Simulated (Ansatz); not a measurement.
```
CELL_PARAMETERS angstrom
3.09812 0.00000 0.00000
0.00000 3.09812 0.00000
0.00000 0.00000 3.09812
ATOMIC_POSITIONS crystal
S 0.00000 0.00000 0.00000
S 0.50000 0.50000 0.50000
```

Space group Im-3m; a generated structure, not necessarily the stable one.

All numbers below come from DFT PBEsol, scalar-relativistic, plane waves, PAW in Ansatz 0.2.0.

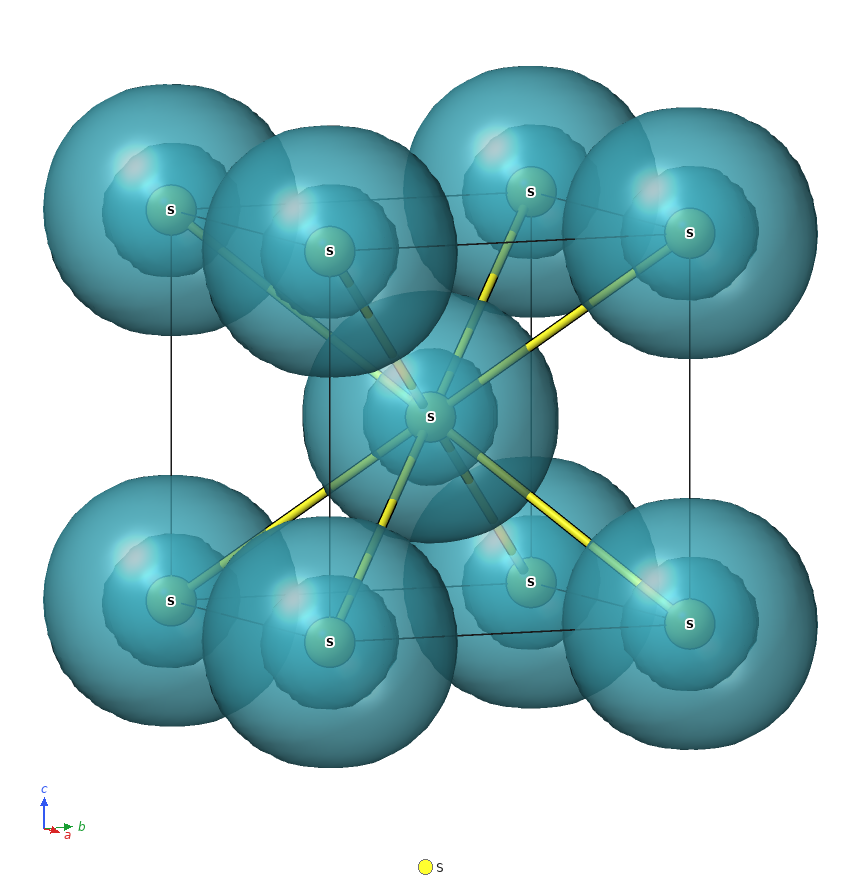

S. Isosurface of the ELF at 0.7 (cyan), seen slightly off an axis. Only the valence region is drawn (cores and ρ < 0.01 e/Å³ removed). Sticks mark near contacts.

In a PAW calculation such maps are meaningful between the atoms, not at the nuclei.

Identify the bonds, lone pairs and shells in this picture.

Answer. The ELF exceeds this value in two regions wrapped around S (the valence shell of each), counted in one cell of 2 atoms. Regions shared between cells count once. Profiles from the grid: S–S (2.68 Å): the ELF peaks at about 0.85 in the valence shell of S, 0.8 Å from its nucleus, and drops to about 0.40 between the two atoms.
